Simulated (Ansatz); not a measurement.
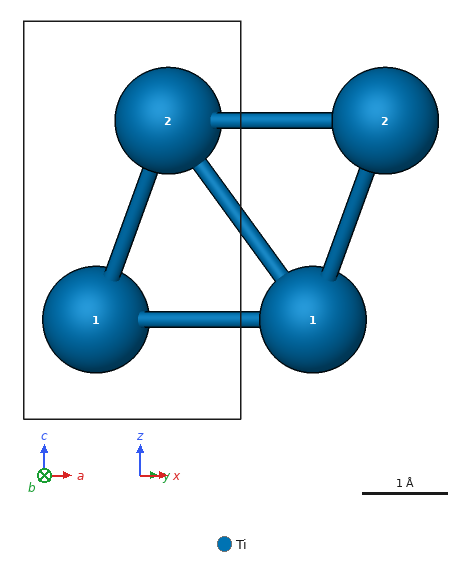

A scan of crystalline Ti (P6_3/mmc): the cell is strained in shear in the xz plane, with the atoms kept at their fractional coordinates. x, y and z are the Cartesian axes of the input. The picture shows the reference cell. A ball-and-stick model of the cell of the calculation, repeated 2 × 2 × 1 with one cell outlined, seen along the b axis.

The calculation used DFT PBE, scalar-relativistic, plane waves, PAW (Ansatz). Settings: plane-wave cutoff 420 eV; k-point mesh 18 × 18 × 10; occupations gaussian; smearing width 0.15 eV; no spin polarisation. Energies (free energies at the smearing named) are counted from the cell as listed in its source, which wasn't relaxed.

The input:
```yaml
crystal:
  lattice:
    - [2.9499978604, 0.0, 0.0]
    - [-1.4749989302, 2.5547730882, 0.0]
    - [0.0, 0.0, 4.686]
  atoms:
    - { symbol: Ti, position: [0.3333333333, 0.6666666667, 0.25] }
    - { symbol: Ti, position: [0.6666666667, 0.3333333333, 0.75] }
basis:
  ecutwfc: 420
kpoints:
  mp_grid: { grid: [18, 18, 10] }
hamiltonian:
  xc: pbe
scf:
  occupations: { method: gaussian, width: 0.15 }
output:
  forces: true
  stress: true
  eigenvalues: true
```

Run as
```bash
ansatz run input.yaml --threads 1 --pin off --max-ram 2560MiB --backend cpu --events-out ev --progress --plain --runs-dir out
```

**Give the energy at each point (the strain: −0.0200, −0.0150, −0.0100, −0.0050, 0.0000, 0.0025, 0.0050, 0.0075, 0.0100, 0.0125, 0.0150, 0.0175, 0.0200).**

```csv
engineering shear strain,E − E(ref) (meV/atom)
−0.0200,0.90
−0.0150,0.51
−0.0100,0.23
−0.0050,0.06
0.0000,0.00
0.0025,0.01
0.0050,0.06
0.0075,0.13
0.0100,0.23
0.0125,0.35
0.0150,0.51
0.0175,0.69
0.0200,0.90
```

Points that are alike by symmetry were computed once.

Of the computed points the lowest is at the strain 0.00, 0.00 meV/atom. At the ends of the scan the energy is 0.90 meV/atom (−0.02) and 0.90 meV/atom (0.02). The unrelaxed reference is under a pressure of −1.6 GPa. The distortion takes the space group from P6_3/mmc to C2/c. At the strain −0.02 the cell of the drawing goes α 90.0° → 89.4°, β 90.0° → 91.1°.

As a plot (hollow markers are points alike by symmetry):

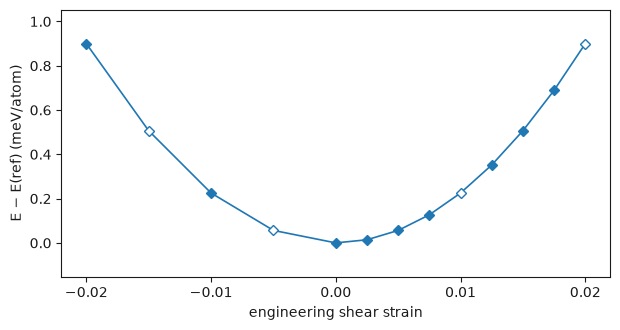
